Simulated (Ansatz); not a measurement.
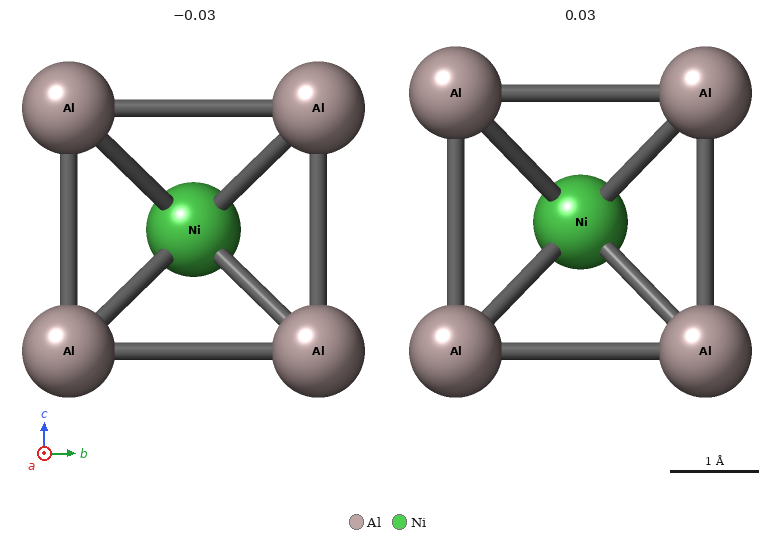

Solid AlNi (set up in P4/mmm), under strain along c alone (the other axes held, atoms fixed by symmetry), with energies (extrapolated to zero smearing) counted from the relaxed crystal, which is the row at zero. The picture shows the first and the last member. The picture is a ball-and-stick view of the cell of the calculation, seen along the a axis.

Computed with Ansatz 0.2.0: DFT PBEsol, scalar-relativistic, plane waves, PAW. Settings: plane-wave cutoff 420 eV; k-point mesh 14 × 14 × 14; occupations gaussian; smearing width 0.1 eV; no spin polarisation.

| strain | energy (meV/atom) | a (Å) | c (Å) |
| --- | --- | --- | --- |
| −0.03 | 6.95 | 2.859 | 2.783 |
| −0.02 | 2.96 | 2.859 | 2.812 |
| −0.01 | 0.69 | 2.859 | 2.841 |
| 0.0 | 0.00 | 2.859 | 2.869 |
| 0.01 | ? | ? | ? |
| 0.02 | 3.23 | 2.859 | 2.927 |
| 0.03 | 7.12 | 2.859 | 2.955 |

### Estimate the missing row from the others, and compare with the calculation.

A parabola through three neighbouring rows (0.0, 0.02, 0.03) gives, with Lagrange weights, (0.3333)(0.00) + (1.0000)(3.23) + (−0.3333)(7.12) = 0.86 meV/atom. The calculation gives 0.84 meV/atom (a = 2.859 Å, c = 2.898 Å). The estimate is 0.02 meV/atom too high. From the first member to the last: Ni–Ni 2.783 → 2.955 Å, Al–Al 2.783 → 2.955 Å, Al–Ni 2.454 → 2.504 Å.

The whole series:

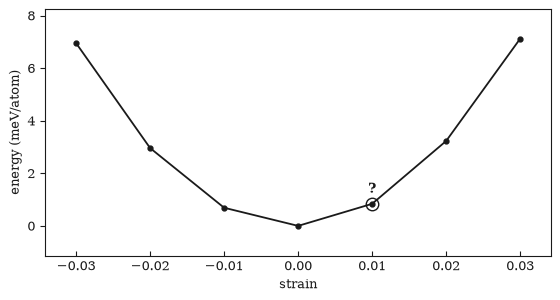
